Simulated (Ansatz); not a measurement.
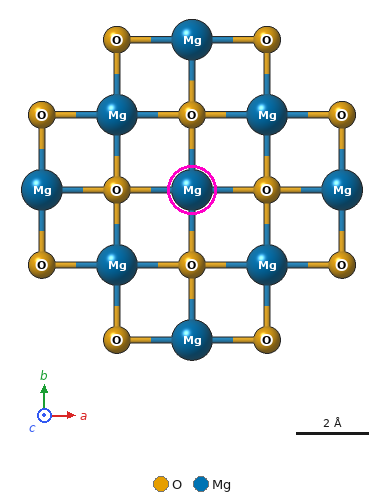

Perfect MgO. The picture is a ball-and-stick view of the atoms within 5.4 Å of one point, in a slice 3.4 Å thick across the line of sight, seen along the c axis.

Computed with DFT, PBEsol, PAW, plane waves (Ansatz). (plane-wave cutoff 420 eV; k-point mesh 1 × 1 × 1; mesh shifted by (0.25, 0.25, 0.25); collinear spin) Fermi-Dirac smearing of 0.01 eV. A uniform background neutralises the charged cell. The axes drawn are those of the host's conventional cell.

A magnesium atom is replaced by oxygen at the ringed place, in charge state −1. The supercell has 64 sites, and the atoms are relaxed at the host's cell.

Question: How do the neighbours respond?

Answer: In the host the Mg atom has 6 O at 2.11 Å; the O atom ends with 6 O at 2.24 Å. Of the host's atoms, an oxygen atom moves furthest from its site, by 0.13 Å. The cell's net moment is 3.00 μB.

The relaxed defect, seen from the same direction:

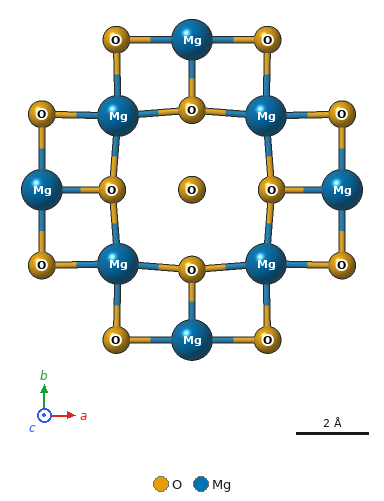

Limits of the set-up: the periodic images lie only 8.4 Å apart, so the values are limited by the cell's size; the cell is charged, on a uniform background, and energies carry no finite-size correction.
